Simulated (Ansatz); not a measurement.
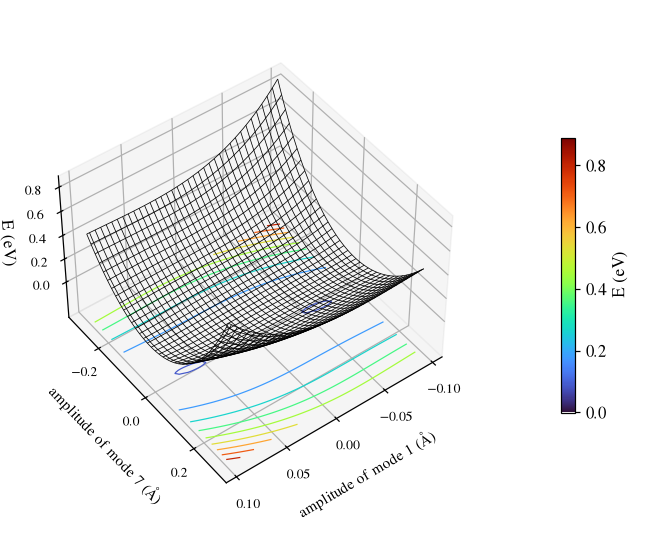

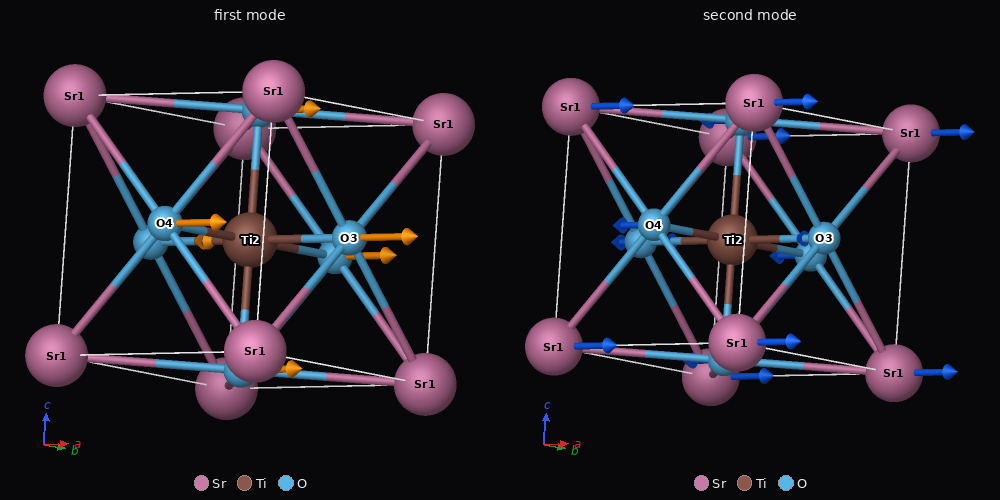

Energy landscape of SrTiO3 (Pm-3m, No. 221; 5 atoms in the cell). The energy is mapped over two normal modes frozen in (zone-centre modes of the 5-atom cell of this scan). The first coordinate is: amplitude of mode 1 (141i cm⁻¹), largest displacement; the second: amplitude of mode 7 (144 cm⁻¹), largest displacement. Nothing is relaxed (the cell and all other modes fixed). The grid has 11 × 11 points; 61 points were computed and 60 follow by symmetry. Points are written as (first, second). Energies: eV per cell, counted from the lowest grid point. Level of theory: DFT PBE, scalar-relativistic, plane waves, PAW in Ansatz 0.2.0. Settings: cutoff 520 eV, k-mesh 8×8×8, gaussian smearing 0.05 eV, no spin polarisation.

In the figure: a relief with its contours projected below. Between grid points the surface is interpolated. The second picture is the reference structure; its two panels give the patterns of the first and the second mode as arrows.

> Summarise what can be read from the map.

The lowest grid point is at (−0.058 Å, 0.000 Å); the map holds 2 wells of about this depth. The reference structure, at (0.000 Å, 0.000 Å), is a saddle of this map. It is the only kind of minimum in the scanned range. The highest grid point, (−0.096 Å, −0.288 Å), lies 0.890 eV above the lowest. On the interpolated surface the easiest way out of the lowest well to a well of about the same depth near (0.058 Å, 0.000 Å) passes a barrier of about 0.0041 eV, counted from the interpolated bottom of the well. The reference (Pm-3m) is not the lowest structure on this map: a distortion lowers the energy (space group P4mm at the lowest grid point). The gap on the k-mesh is 1.9 eV at the lowest point and runs from 1.6 to 2.0 eV over the map.

Grid values (eV):

```tsv
second ↓, first →	−0.096	−0.077	−0.058	−0.038	−0.019	0.000	0.019	0.038	0.058	0.077	0.096
0.288	0.433	0.427	0.422	0.420	0.425	0.442	0.476	0.531	0.614	0.731	0.890
0.230	0.262	0.262	0.261	0.260	0.262	0.270	0.290	0.324	0.379	0.460	0.574
0.173	0.134	0.138	0.141	0.142	0.144	0.147	0.156	0.175	0.208	0.261	0.338
0.115	0.050	0.054	0.059	0.062	0.064	0.065	0.068	0.076	0.093	0.123	0.171
0.058	0.009	0.009	0.012	0.015	0.018	0.019	0.019	0.020	0.026	0.039	0.065
0.000	0.012	0.003	0.000	0.001	0.003	0.003	0.003	0.001	0.000	0.003	0.012
−0.058	0.065	0.039	0.026	0.020	0.019	0.019	0.018	0.015	0.012	0.009	0.009
−0.115	0.171	0.123	0.093	0.076	0.068	0.065	0.064	0.062	0.059	0.054	0.050
−0.173	0.338	0.261	0.208	0.175	0.156	0.147	0.144	0.142	0.141	0.138	0.134
−0.230	0.574	0.460	0.379	0.324	0.290	0.270	0.262	0.260	0.261	0.262	0.262
−0.288	0.890	0.731	0.614	0.531	0.476	0.442	0.425	0.420	0.422	0.427	0.433
```

Each point was launched as `ansatz run input.yaml --threads 2 --pin off --max-ram 4096MiB --backend cpu --events-out ev --progress --plain --runs-dir out`. The whole map (61 points run) took 16 min on 2 threads of Arm Neoverse N1, with other jobs on the host.

PAW datasets: the set soft_1.
